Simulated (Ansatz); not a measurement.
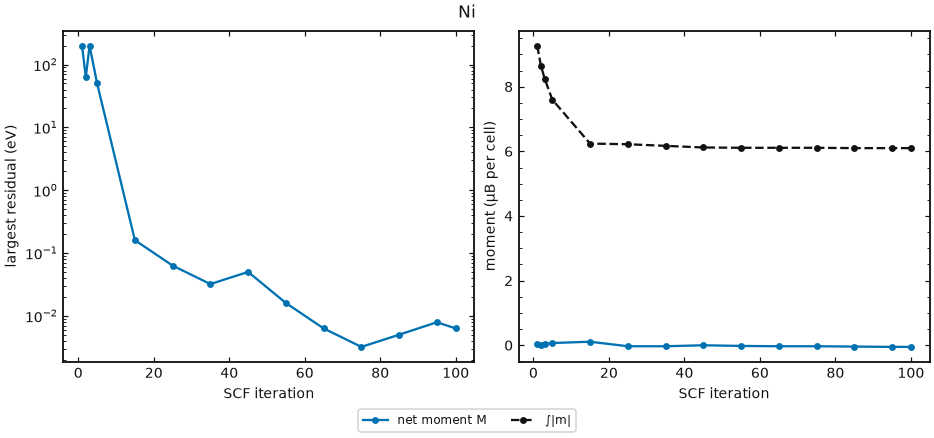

The plot shows the SCF iterations of a calculation: largest residual, magnetic moments. Only some iterations were kept.

Ni (P1, 16 atoms in the cell); DFT, r2SCAN, norm-conserving potentials, plane waves, scalar-relativistic in Ansatz; cutoff 1400 eV, 1×1×1 k-mesh, Fermi–Dirac smearing of 0.1 eV, collinear spins.
Setting under test: symmetry off, default search for lower states.

> Did the calculation converge?

The run gave up at step 100 without converging. The residual comes down slowly and unevenly, and has reached only 6 × 10⁻³ when the run stops.

> What is the residual at the start and at the end?

It starts near 200 and ends near 6 × 10⁻³ eV.

> What happens to the magnetisation?

The net moment goes from 0.03 to −0.05 μB per cell, though in an unconverged run this needn't be final.
